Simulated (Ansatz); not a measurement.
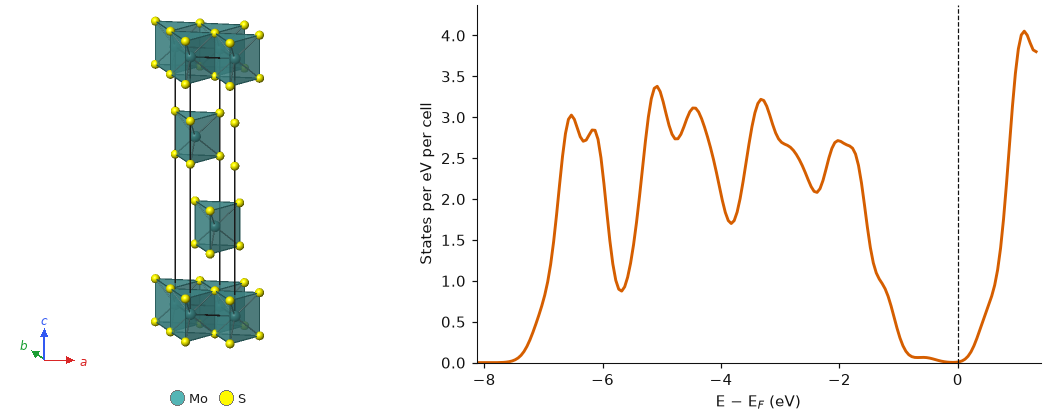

Density of states, beside the structure. Energies are counted from the Fermi level, put mid-gap where there is a gap. The curve is built from the levels of the k mesh with Gaussians 0.4 eV wide, which also blur the band edges.

System: MoS$_{2}$, space group R3m, 3 atoms in the cell.

Level of theory: DFT, PBE, plane waves, PAW, no spin polarisation, 6×6×6 k mesh, 420 eV cutoff; code Ansatz.

Question: Metal or insulator, going by the density of states?

Answer: There is a gap; over the k points computed it is 0.95 eV (indirect; the smallest direct gap is 1.69 eV).

Question: How wide is the upper valence band?

Answer: The upper group of valence states starts about 6.9 eV under the valence-band top (which lies at −0.5 eV on this axis), with a gap beneath it; it holds about 14 electrons a cell.
